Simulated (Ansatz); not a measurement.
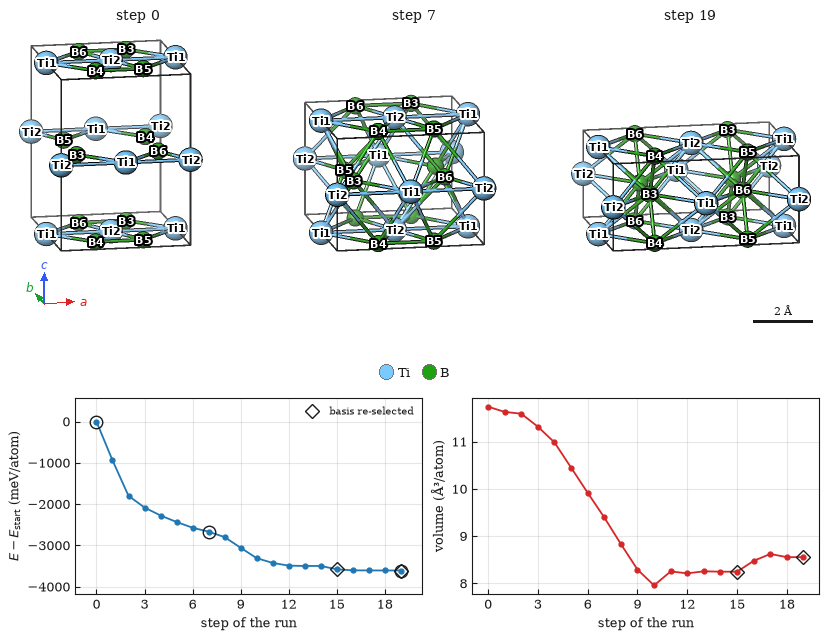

Frames of a relaxation of a crystal of TiB2 (a generated structure, set up in Immm) (coarse preliminary run), marked on the history of the run. Style: ball-and-stick. Shown: the conventional cell (2 times the calculation's cell), slightly off an axis. Lengths and directions refer to the drawn axes.

Method: Ansatz, DFT PBE, scalar-relativistic, plane waves, PAW.

The input:
```yaml
crystal:
  lattice:
    - [-2.24030711, 2.6340955, 2.98447998]
    - [2.24030711, -2.6340955, 2.98447998]
    - [2.24030711, 2.6340955, -2.98447998]
  atoms:
    - { symbol: Ti, position: [0.5, 0.0, 0.5] }
    - { symbol: Ti, position: [0.5, 0.5, 0.0] }
    - { symbol: B, position: [0.78425656, 0.68444801, 0.46870457] }
    - { symbol: B, position: [0.21574344, 0.31555199, 0.53129543] }
    - { symbol: B, position: [0.21574344, 0.68444801, 0.90019146] }
    - { symbol: B, position: [0.78425656, 0.31555199, 0.09980854] }
basis:
  ecutwfc: 420
kpoints:
  mp_grid: { grid: [6, 6, 6] }
hamiltonian:
  xc: pbe
scf:
  occupations: { method: gaussian, width: 0.1 }
  lower_state_search: "off"
output:
  forces: true
  stress: true
  eigenvalues: true
relax:
  adjacent_minimum: "off"
  f_tol: 0.04
  max_steps: 70
  cell: { stress_tol: 0.4 }
```

Launched with:
```bash
ansatz run input.yaml --threads 1 --pin off --max-ram 2560MiB --backend cpu --events-out ev --progress --plain --runs-dir out
```

> Describe the path.

After 17 accepted moves (19 points after the start) the energy has fallen by 3607 meV per atom. The largest force component goes from 9.4 to 0.0044 eV/Å. The pressure goes from 54.46 to 0.01 GPa. At 2 points the geometry stayed and the basis and grid were re-selected for the new cell (energy shift of 80.4 meV per atom at most each time). The largest moves relative to the cell, 0.49 Å, are those of B3, B4, B5 and B6. B5 goes along [3 −2 0]. Ti stays in place. Cell: a 4.481 → 6.438 Å (+43.7 %), b 5.268 → 5.251 Å (−0.3 %), c 5.969 → 3.037 Å (−49.1 %). Volume −27.1 %. Near-neighbour distances that change, for instance: Ti1–Ti1 5.969 → 3.037 Å, B3–B6 1.653 → 3.219 Å, B3–B4 3.063 → 1.753 Å, Ti2–B3 3.493 → 2.380 Å. New bonds form: B3–B4 (3.06 → 1.75 Å), B5–B6 (3.06 → 1.75 Å), Ti1–B3 (3.30 → 2.38 Å), Ti1–B4 (3.30 → 2.38 Å). Bonds break: B3–B6 (1.65 → 3.22 Å), B4–B5 (1.65 → 3.22 Å), Ti1–Ti2 (2.24 → 3.22 Å). Among the angles between lasting bonds that change: B3–Ti2–B6 57.8° → 85.2°, B3–Ti2–B5 122.2° → 94.8°, Ti1–B5–Ti2 72.2° → 85.2°. The space group (tolerance 0.01 Å) goes from Immm (No. 71) to P6/mmm (No. 191). Cost: 110 s on 1 thread of Intel(R) Xeon(R) Processor @ 2.70GHz, on a shared host, peak memory 0.41 GiB. From step 0 to 7: B atoms move most (0.39 Å), volume −20.0 %, energy −2667 meV per atom. From step 7 to 19: B atoms move most (0.40 Å), volume −8.9 %, energy −940 meV per atom.
